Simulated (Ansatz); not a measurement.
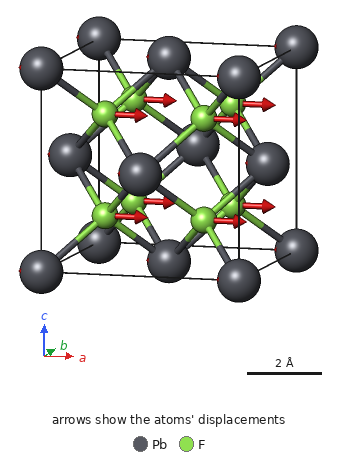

Normal modes of crystalline PbF2 relaxed at 20 GPa, space group Fm-3m (No. 225), at the zone centre. The optical levels lie at 205 (×3), 330 (×3) cm⁻¹. One mode is drawn. The red arrows give the relative displacements of the atoms. The picture is a ball-and-stick view of the conventional cell (4 times the calculation's cell), seen slightly off an axis. Lengths and directions refer to the drawn axes.

These are results of DFT PBE+D3(BJ), scalar-relativistic, plane waves, PAW in Ansatz, not measurements. (plane-wave cutoff 420 eV; k-point mesh 8 × 8 × 8; occupations fixed; target pressure 20 GPa; no spin polarisation)

Frequencies are those without the non-analytic (LO–TO) term.

Question: To which level does it belong?

Answer: The level at 205 cm⁻¹. This is the T₁u mode (triply degenerate; one member of the set is drawn), the lowest optical level, infrared-active by symmetry. The F sublattice moves against the Pb sublattice, along a; the kinetic energy is shared as F 85 %, Pb 15 %. Its infrared intensity is 24 (D/Å)²/amu for the set. The value is the transverse one; the longitudinal partner lies at 391 cm⁻¹.
